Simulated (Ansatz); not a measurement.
**Geometry relaxation of Si3N4**

- system: Si3N4 (14 atoms in the cell)
- method: DFT, PBE, plane waves, PAW, no spin polarisation (Ansatz 0.2.0)

The structure derives from a Materials Project entry.

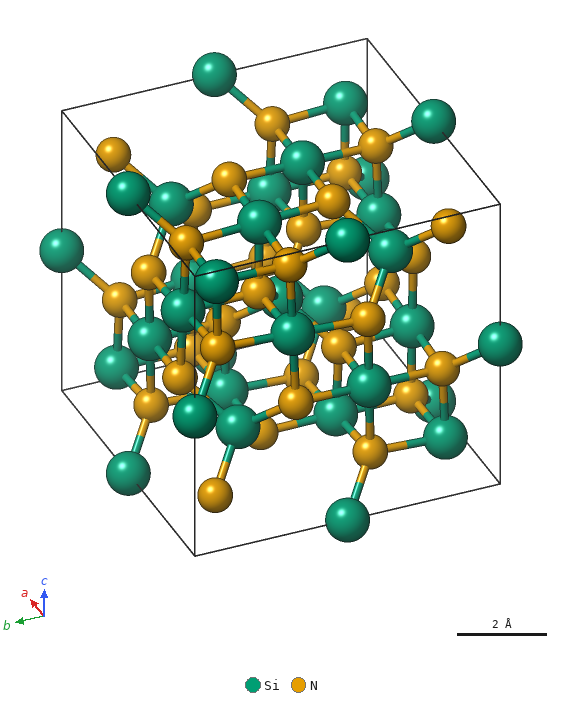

*The structure as given in the input (ball-and-stick view of the cell 4 times as large as that of the calculation, set on its symmetry axes, seen at an oblique angle).*

Near neighbours in the crystal (not all of them lie inside the picture): Si has 6 N at 1.84 Å; Si has 4 N at 1.73 Å; N has 4 Si at 1.73 to 1.84 Å.

## The input
```yaml
crystal:
  lattice:
    - [0.0, 3.7755779343, 3.7755779343]
    - [3.7755779343, 0.0, 3.7755779343]
    - [3.7755779343, 3.7755779343, 0.0]
  atoms:
    - { symbol: Si, position: [0.125, 0.125, 0.625] }
    - { symbol: Si, position: [0.125, 0.625, 0.125] }
    - { symbol: Si, position: [0.625, 0.125, 0.125] }
    - { symbol: Si, position: [0.125, 0.125, 0.125] }
    - { symbol: Si, position: [0.75, 0.75, 0.75] }
    - { symbol: Si, position: [0.5, 0.5, 0.5] }
    - { symbol: "N", position: [0.3678116529, 0.3678116529, 0.3678116529] }
    - { symbol: "N", position: [0.3534349587, 0.8821883471, 0.8821883471] }
    - { symbol: "N", position: [0.8821883471, 0.8821883471, 0.3534349587] }
    - { symbol: "N", position: [0.8821883471, 0.3534349587, 0.8821883471] }
    - { symbol: "N", position: [0.3678116529, 0.3678116529, 0.8965650413] }
    - { symbol: "N", position: [0.3678116529, 0.8965650413, 0.3678116529] }
    - { symbol: "N", position: [0.8821883471, 0.8821883471, 0.8821883471] }
    - { symbol: "N", position: [0.8965650413, 0.3678116529, 0.3678116529] }
basis:
  ecutwfc: 420
kpoints:
  mp_grid: { grid: [2, 2, 2] }
hamiltonian:
  xc: pbe
scf:
  occupations: { method: fixed }
output:
  forces: true
  stress: true
  eigenvalues: true
  write_density: true
  write_potential: true
  elf: true
  volumetric_format: npy
relax:
  adjacent_minimum: "off"
  f_tol: 0.01
  max_steps: 30
```

Launched with:
```bash
ansatz run input.yaml --threads 1 --pin off --max-ram 2560MiB --backend cpu --events-out ev --progress --plain --runs-dir out
```

## The program's output
```
Warning: output.stress: scf.convergence.dr2_threshold = 1e-7 eV (the SCF's general default) is looser than the 1.4e-9 eV advised for a printed stress (1e-10 eV for each atom of the cell: 14). What an SCF threshold leaves in a stress goes as its square root, and in the free energy as the threshold itself, and one threshold admits the most on a small cell: of the crystals measured, under no hybrid functional and no lock of the moments, on runs that ended without the residual-converged pass, on stresses that held no estimate of that error, the worst erred by over 100 MPa in a component at 1e-7 eV an atom and by under 5 at 1e-10. Every solve of this run answers to scf.convergence.dr2_threshold, and the tensor of one is reported: a single SCF on the reported geometry and on this run's grids (its basis.xc_grid and basis.ecutrho_ratio typed), with scf.convergence.dr2_threshold at 1.4e-9 eV or tighter, prints it and tightens no other solve. Else set scf.convergence.dr2_threshold to 1.4e-9 eV or tighter. The threshold is an SCF's pass mark: one that does not reach it within its budget of iterations ends unconverged, or closes short of it on a stop that the run arms, and scf.convergence.dr2_threshold's page says what that costs each kind of run
Engine: ansatz 0.2.0, x86_64-unknown-linux-gnu
Pseudopotentials: kind: paw
Pseudopotential: Si, paw, valence charge 4, recommended cutoff 420 eV (normal), Si.paw.azcp
Pseudopotential: N, paw, valence charge 5, recommended cutoff 420 eV (normal), N.paw.azcp
Functional definition: PBE
  parameter kappa = 0.804
  parameter beta = 0.06672455060314922
  exchange = pbe_x(kappa = kappa, mu = beta*pi^2/3)
  correlation = pbe_c(beta = beta)
Crystal: 14 atoms, lattice volume = 107.642 Å³
Basis set: ecut = 420 eV, 2085 PW (Γ), exchange–correlation on 72×72×72 points (8 copies of the dense FFT grid, shifted against one another)
Bands: 46, of which v1, the nominal top of the filled ones, is band 32 counted from 1 (31 counted from 0)
Symmetry: 48 space group operations
Space group: Fd-3m (ITA 227), of the structure as read, at distance tolerance 4.8e-5 Å
k-points: 3 of 8
Non-local potential: Si, projectors of the file, l = 0: 2, l = 1: 2, l = 2: 2
Non-local potential: N, projectors of the file, l = 0: 2, l = 1: 2, l = 2: 1
PAW form: soft (Blöchl's): semilocal exchange-correlation on the pseudo side does not see the compensation charge
PAW one-centre angular grid: Si, 110 points (default); XC on 64 Gauss nodes
PAW one-centre angular grid: N, 110 points (default); XC on 64 Gauss nodes
Initial density: superposition of atomic densities (neutral atoms: chi_scale 0, normalization atom), corrected by the library's trained network
Initial wavefunctions: pseudopotential atomic-orbital guess
Functional: x = pbe(κ = 0.804, μ = 0.2195149727645171), c = pbe(β = 0.06672455060314922)
SCF iter   1: F=—  HF=-6898.079850 eV  |F-HF|=—  |Δ(HF+E_count)|=         —  Δρ=4.37e-3  dr2=4.63e-2  ethr=1.77e-3  ⟨swp⟩=5.0  Hψ=587  notcnv=0  defer=32
preconditioner: auto → Resta (q_TF=auto, 2.502 Å⁻¹)  ε∞=4.2  [insulator: Δε(μ)=3.723 eV  Ē_g=16.109 eV  n_scr=26 (ndim 8)  ℏωp=28.6 eV  f_vac=0.000  ε∞_Penn≈4.2]
SCF iter   2: F=—  HF=-6898.070142 eV  |F-HF|=—  |Δ(HF+E_count)|=   9.71e-3  Δρ=2.07e-3  dr2=8.56e-3  ethr=7.23e-5  ⟨swp⟩=2.3  Hψ=214  notcnv=0  defer=34
SCF iter   3: F=—  HF=-6898.069368 eV  |F-HF|=—  |Δ(HF+E_count)|=   7.73e-4  Δρ=5.12e-4  dr2=2.19e-4  ethr=1.34e-5  ⟨swp⟩=2.7  Hψ=196  notcnv=0  defer=34
SCF iter   4: F=—  HF=-6898.069720 eV  |F-HF|=—  |Δ(HF+E_count)|=   3.51e-4  Δρ=9.60e-5  dr2=8.76e-6  ethr=3.42e-7  ⟨swp⟩=2.0  Hψ=192  notcnv=0  defer=34
iter 5 did not close the SCF: its close was put off for the readings that it lacked (scf_convergence_deferred on its scf_iter line)
SCF iter   5: F=-6898.069724 eV  HF=-6898.069723 eV  |F-HF|=6.38e-8  |Δ(HF+E_count)|=   3.95e-6  Δρ=2.42e-5  dr2=5.46e-7  ethr=1.37e-8  ⟨swp⟩=2.0  Hψ=210  notcnv=0  defer=34
SCF iter   6: F=-6898.069724 eV  HF=-6898.069724 eV  |F-HF|=6.06e-9  |Δ(HF+E_count)|=   2.12e-7  Δρ=8.37e-6  dr2=4.72e-8  ethr=8.54e-10  ⟨swp⟩=19.7  Hψ=1329  notcnv=0
SCF 1 converged in 6 iterations: F = -6898.069724 eV  dr2 = 4.72e-8
  greatest PAW one-centre occupation: 0.793 electrons in one spin orbital (limit 2), on the N atom at site 11 (counted from 0), in its partial waves of l = 0
relax step   1: F+E_penalty+E_count = -6898.06972368 eV  Δ(F+E_penalty+E_count) = +0.000e0 eV  max|allowed force component| = 6.486e-2 eV/Å  Δτ_max = 0.0000 Å  (6 SCF iters, dr2 threshold 2.50e-6 eV, accepted)
Initial density: handed on by an earlier stage of this run
Initial wavefunctions: those handed on with the density
iter 1 solved again at ethr=2.88e-7 eV; its pass at ethr=3.10e-3 eV (dr2=1.84e-4 eV) is discarded
SCF iter   1: F=—  HF=-6898.070212 eV  |F-HF|=—  |Δ(HF+E_count)|=         —  Δρ=3.18e-4  dr2=1.84e-4  ethr=2.88e-7  ⟨swp⟩=1.0  Hψ=348  notcnv=0  defer=27
preconditioner: auto → Resta (q_TF=auto, 2.502 Å⁻¹)  ε∞=4.3  [insulator: Δε(μ)=3.676 eV  Ē_g=15.868 eV  n_scr=26 (ndim 8)  ℏωp=28.6 eV  f_vac=0.000  ε∞_Penn≈4.3]
SCF iter   2: F=—  HF=-6898.070402 eV  |F-HF|=—  |Δ(HF+E_count)|=   1.91e-4  Δρ=1.30e-4  dr2=2.48e-5  ethr=2.87e-7  ⟨swp⟩=2.0  Hψ=175  notcnv=0  defer=27
SCF iter   3: F=-6898.070395 eV  HF=-6898.070395 eV  |F-HF|=5.33e-8  |Δ(HF+E_count)|=   7.11e-6  Δρ=1.44e-5  dr2=1.90e-7  ethr=4.11e-10  ⟨swp⟩=13.0  Hψ=1122  notcnv=0
SCF 2 converged in 3 iterations: F = -6898.070395 eV  dr2 = 1.90e-7
  greatest PAW one-centre occupation: 0.793 electrons in one spin orbital (limit 2), on the N atom at site 6 (counted from 0), in its partial waves of l = 0
relax step   2: F+E_penalty+E_count = -6898.07039531 eV  Δ(F+E_penalty+E_count) = -6.716e-4 eV  max|allowed force component| = 3.067e-2 eV/Å  Δτ_max = 0.0010 Å  (3 SCF iters, dr2 threshold 2.63e-7 eV, accepted)
SCF iter   1: F=—  HF=-6898.070373 eV  |F-HF|=—  |Δ(HF+E_count)|=         —  Δρ=2.91e-4  dr2=1.45e-4  ethr=2.31e-6  ⟨swp⟩=2.3  Hψ=247  notcnv=0  defer=34
preconditioner: auto → Resta (q_TF=auto, 2.502 Å⁻¹)  ε∞=4.3  [insulator: Δε(μ)=3.675 eV  Ē_g=15.870 eV  n_scr=26 (ndim 8)  ℏωp=28.6 eV  f_vac=0.000  ε∞_Penn≈4.3]
SCF iter   2: F=—  HF=-6898.070359 eV  |F-HF|=—  |Δ(HF+E_count)|=   1.37e-5  Δρ=1.20e-4  dr2=1.92e-5  ethr=2.26e-7  ⟨swp⟩=2.3  Hψ=225  notcnv=0  defer=27
SCF iter   3: F=—  HF=-6898.070591 eV  |F-HF|=—  |Δ(HF+E_count)|=   2.32e-4  Δρ=1.50e-5  dr2=1.61e-7  ethr=2.99e-8  ⟨swp⟩=2.0  Hψ=183  notcnv=0  defer=26
SCF iter   4: F=-6898.070591 eV  HF=-6898.070591 eV  |F-HF|=8.22e-9  |Δ(HF+E_count)|=   1.54e-8  Δρ=5.23e-6  dr2=2.02e-8  ethr=1.56e-10  ⟨swp⟩=13.7  Hψ=987  notcnv=0
SCF 3 converged in 4 iterations: F = -6898.070591 eV  dr2 = 2.02e-8
  greatest PAW one-centre occupation: 0.793 electrons in one spin orbital (limit 2), on the N atom at site 13 (counted from 0), in its partial waves of l = 0
relax step   3: F+E_penalty+E_count = -6898.07059072 eV  Δ(F+E_penalty+E_count) = -1.954e-4 eV  max|allowed force component| = 2.116e-4 eV/Å  Δτ_max = 0.0009 Å  (4 SCF iters, accepted)
```

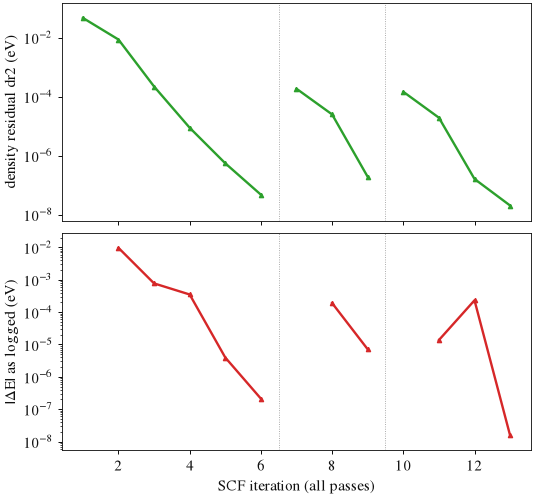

*Convergence of the self-consistent field: density residual dr2 and size of the energy change against the SCF iteration. The dotted lines part the SCF passes of the relaxation: geometry steps, rejected trials and re-solves on a re-selected basis.*

The passes take 6, 3 and 4 iterations.

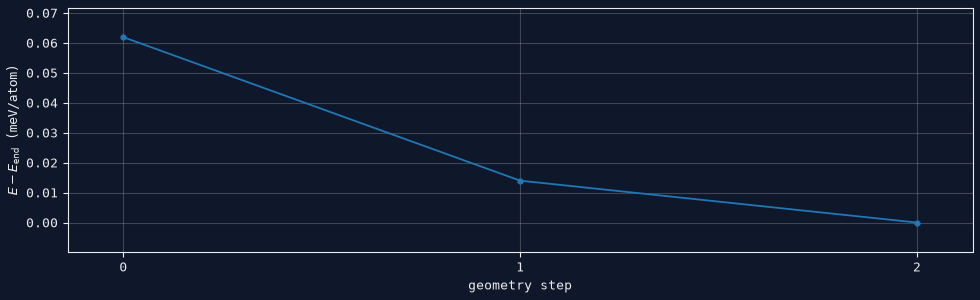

*Progress of the relaxation, step by step (the first geometry is step 0 here and step 1 in the log).*

The atoms keep their places (all moves are under 0.005 Å). The lattice vectors keep their values. The space group stays Fd-3m (No. 227). Over 2 geometry steps the energy falls by 0.1 meV per atom. The largest force component goes from 0.065 to 0.00021 eV/Å.

```
SCF converged after 4 iterations
Free energy (F): -6898.070591 eV
Harris-Foulkes:  -6898.070591 eV  (|F-HF|=8.22e-9)
Internal energy: -6898.070591 eV  (E = F + TS)
E sigma→0 (E₀):  -6898.070591 eV
Fermi energy:    12.470242 eV
--- Per-component energies (eV) ---
  E_band       = 344.720371
  E_kinetic    = 1404.525936
  E_local      = -1409.835972  (includes V_loc(G=0)·N_el)
  E_nonlocal   = 509.561496
  E_hartree    = 476.004778
  E_xc         = -842.906722
  E_vxc        = -934.198787  (∫ρ·V_xc dr)
  E_paw        = -4103.307266  (= ΣΔE_a)
  E_vpaw       = -177.346723  (= ΣTr[D̂ρ^β])
  E_aug_tail   = 0.000863  (compensation charges beyond the density's cutoff)
  E_ewald      = -2932.113704
  E_smearing   = -0.000000  (= −TS)
  E_closure    = -0.000000  (closes the sum)
  Σ components = -6898.070591   (vs F -6898.070591, Δ=0.00e0)
--- Forces (eV/Å), atoms counted from 1 ---
  atom   1  Si    -0.00000000     0.00000000    -0.00000000
  atom   2  Si    -0.00000000     0.00000000    -0.00000000
  atom   3  Si    -0.00000000    -0.00000000    -0.00000000
  atom   4  Si    -0.00000000    -0.00000000    -0.00000000
  atom   5  Si    -0.00000000     0.00000000     0.00000000
  atom   6  Si    -0.00000000     0.00000000    -0.00000000
  atom   7  N      0.00021155     0.00021155     0.00021155
  atom   8  N     -0.00021155     0.00021155     0.00021155
  atom   9  N      0.00021155     0.00021155    -0.00021155
  atom  10  N      0.00021155    -0.00021155     0.00021155
  atom  11  N     -0.00021155    -0.00021155     0.00021155
  atom  12  N     -0.00021155     0.00021155    -0.00021155
  atom  13  N     -0.00021155    -0.00021155    -0.00021155
  atom  14  N      0.00021155    -0.00021155    -0.00021155
  max |Σ_I F_I| component: 7.84e-17 eV/Å
--- Stress (GPa, compression-positive) ---
       33.660207       0.000000       0.000000
       -0.000000      33.660207       0.000000
       -0.000000      -0.000000      33.660207
  P = ⅓ Tr σ = 33.6602 GPa (336.602 kbar)
--- Band table (eV) ---
  k-point 0: bands = ["-7.2429", "-3.5910", "-2.6082", "-2.6082", "-2.6082", "-1.4898", "-1.4898", "-1.4898", "1.3835", "2.4894", "2.9849", "2.9849", "2.9849", "4.6027", "4.6027", "8.0128", "8.0128", "8.0128", "9.9403", "9.9403", "9.9403", "10.4534", "10.4534", "10.4534", "11.5617", "11.5617", "12.2405", "12.2405", "12.2405", "12.4702", "12.4702", "12.4702", "16.1479", "16.1479", "16.1479", "17.8510", "19.6412", "19.8302", "19.8302", "20.4665", "20.9290", "20.9290", "20.9290", "22.7359", "22.7359", "22.7359"]
  k-point 1: bands = ["-6.1567", "-5.3237", "-3.1618", "-2.3757", "-2.3757", "-2.1069", "-2.1035", "-2.1035", "3.4052", "3.4892", "4.4110", "4.4110", "5.2579", "5.2579", "6.4801", "6.5594", "7.7171", "7.9948", "7.9948", "8.5429", "8.5429", "8.5982", "9.5886", "9.5886", "10.1345", "10.1345", "10.4463", "11.4959", "11.9850", "11.9850", "12.0551", "12.0551", "17.7605", "18.4824", "18.4824", "19.4517", "19.8201", "19.8201", "20.6624", "21.4558", "22.8423", "23.0394", "23.7338", "23.7338", "23.8302", "23.8302"]
  k-point 2: bands = ["-5.4488", "-5.4488", "-3.3550", "-3.3550", "-3.1685", "-3.1685", "-1.1543", "-1.1543", "4.7060", "4.7060", "5.0048", "5.0048", "5.5477", "5.5477", "6.5367", "6.5367", "7.3700", "7.3700", "7.6394", "7.6394", "7.9620", "7.9620", "8.7214", "8.7214", "10.4032", "10.4032", "10.6694", "10.6694", "11.2647", "11.2647", "11.9358", "11.9358", "19.5073", "19.5073", "19.8421", "19.8421", "20.9973", "20.9973", "22.1197", "22.1197", "22.2253", "22.2253", "23.8389", "23.8389", "24.1388", "24.1388"]
--- Relaxed structure (3 steps of the walk, 3 accepted, 0 SCFs on fresh bases) ---
  F+E_penalty+E_count = -6898.07059072 eV   max|allowed force component| = 2.116e-4 eV/Å
  atoms:
    - { symbol: Si, position: [0.125, 0.125, 0.625] }
    - { symbol: Si, position: [0.125, 0.625, 0.125] }
    - { symbol: Si, position: [0.625, 0.125, 0.125] }
    - { symbol: Si, position: [0.125, 0.125, 0.125] }
    - { symbol: Si, position: [0.7500000000000001, 0.7500000000000001, 0.7500000000000001] }
    - { symbol: Si, position: [0.5, 0.5, 0.5] }
    - { symbol: N, position: [0.3679586084510478, 0.3679586084510478, 0.3679586084510478] }
    - { symbol: N, position: [0.3538758253531431, 0.8820413915489524, 0.8820413915489524] }
    - { symbol: N, position: [0.8820413915489524, 0.8820413915489524, 0.3538758253531431] }
    - { symbol: N, position: [0.8820413915489524, 0.3538758253531431, 0.8820413915489524] }
    - { symbol: N, position: [0.3679586084510478, 0.3679586084510478, 0.8961241746468569] }
    - { symbol: N, position: [0.3679586084510478, 0.8961241746468569, 0.36795860845104766] }
    - { symbol: N, position: [0.8820413915489524, 0.8820413915489524, 0.8820413915489524] }
    - { symbol: N, position: [0.8961241746468569, 0.3679586084510478, 0.36795860845104766] }
```

## Trajectory as extended XYZ (Å, eV, eV/Å), 3 frames, from step=1 to step=3
```
14
Lattice="0.0000 3.7756 3.7756 3.7756 0.0000 3.7756 3.7756 3.7756 0.0000" Properties=species:S:1:pos:R:3:forces:R:3 step=1 energy=-6898.06972
Si    2.8317    2.8317    0.9439    0.0000   0.0000   0.0000
Si    2.8317    0.9439    2.8317    0.0000   0.0000   0.0000
Si    0.9439    2.8317    2.8317    0.0000   0.0000   0.0000
Si    0.9439    0.9439    0.9439    0.0000   0.0000   0.0000
Si    5.6634    5.6634    5.6634    0.0000   0.0000   0.0000
Si    3.7756    3.7756    3.7756    0.0000   0.0000   0.0000
N     2.7774    2.7774    2.7774    0.0649   0.0649   0.0649
N     6.6615    4.6652    4.6652   -0.0649   0.0649   0.0649
N     4.6652    4.6652    6.6615    0.0649   0.0649  -0.0649
N     4.6652    6.6615    4.6652    0.0649  -0.0649   0.0649
N     4.7738    4.7738    2.7774   -0.0649  -0.0649   0.0649
N     4.7738    2.7774    4.7738   -0.0649   0.0649  -0.0649
N     6.6615    6.6615    6.6615   -0.0649  -0.0649  -0.0649
N     2.7774    4.7738    4.7738    0.0649  -0.0649  -0.0649
14
Lattice="0.0000 3.7756 3.7756 3.7756 0.0000 3.7756 3.7756 3.7756 0.0000" Properties=species:S:1:pos:R:3:forces:R:3 step=2 energy=-6898.07039
Si    2.8317    2.8317    0.9439    0.0000   0.0000   0.0000
Si    2.8317    0.9439    2.8317    0.0000   0.0000   0.0000
Si    0.9439    2.8317    2.8317    0.0000   0.0000   0.0000
Si    0.9439    0.9439    0.9439    0.0000   0.0000   0.0000
Si    5.6634    5.6634    5.6634    0.0000   0.0000   0.0000
Si    3.7756    3.7756    3.7756    0.0000   0.0000   0.0000
N     2.7780    2.7780    2.7780    0.0307   0.0307   0.0307
N     6.6610    4.6658    4.6658   -0.0307   0.0307   0.0307
N     4.6658    4.6658    6.6610    0.0307   0.0307  -0.0307
N     4.6658    6.6610    4.6658    0.0307  -0.0307   0.0307
N     4.7732    4.7732    2.7780   -0.0307  -0.0307   0.0307
N     4.7732    2.7780    4.7732   -0.0307   0.0307  -0.0307
N     6.6610    6.6610    6.6610   -0.0307  -0.0307  -0.0307
N     2.7780    4.7732    4.7732    0.0307  -0.0307  -0.0307
14
Lattice="0.0000 3.7756 3.7756 3.7756 0.0000 3.7756 3.7756 3.7756 0.0000" Properties=species:S:1:pos:R:3:forces:R:3 step=3 energy=-6898.07059
Si    2.8317    2.8317    0.9439    0.0000   0.0000   0.0000
Si    2.8317    0.9439    2.8317    0.0000   0.0000   0.0000
Si    0.9439    2.8317    2.8317    0.0000   0.0000   0.0000
Si    0.9439    0.9439    0.9439    0.0000   0.0000   0.0000
Si    5.6634    5.6634    5.6634    0.0000   0.0000   0.0000
Si    3.7756    3.7756    3.7756    0.0000   0.0000   0.0000
N     2.7785    2.7785    2.7785    0.0002   0.0002   0.0002
N     6.6604    4.6663    4.6663   -0.0002   0.0002   0.0002
N     4.6663    4.6663    6.6604    0.0002   0.0002  -0.0002
N     4.6663    6.6604    4.6663    0.0002  -0.0002   0.0002
N     4.7726    4.7726    2.7785   -0.0002  -0.0002   0.0002
N     4.7726    2.7785    4.7726   -0.0002   0.0002  -0.0002
N     6.6604    6.6604    6.6604   -0.0002  -0.0002  -0.0002
N     2.7785    4.7726    4.7726    0.0002  -0.0002  -0.0002
```

## Results in brief

| quantity | value |
| --- | --- |
| outcome | converged |
| space group (tolerance 0.01 Å) | Fd-3m (227) |
| electrons treated | 64 |
| free energy | −6898.0706 eV |
| Fermi energy | 12.470 eV |
| gap on the k-point mesh | 3.68 eV |
| pressure | 33.66 GPa |
| final volume | 107.64 Å³ |
| largest force (length of the vector) at the end | under 0.001 eV/Å |
| final cell | a = 5.339 Å, b = 5.339 Å, c = 5.339 Å, α = 60.00°, β = 60.00°, γ = 60.00° |
| hardware | 1 thread of Intel Xeon @ 2.70GHz, 189 GiB of memory available, shared host |
| wall time | 3.6 s |
| peak memory | 0.36 GiB |

Settings chosen away from the usual ones: volume x 0.91, shape and atoms relaxed. These settings are looser than, or depart from, a standard set-up, so the numbers are not reference values for this system. Warnings of the run: the SCF threshold is looser than advised for the printed stress.
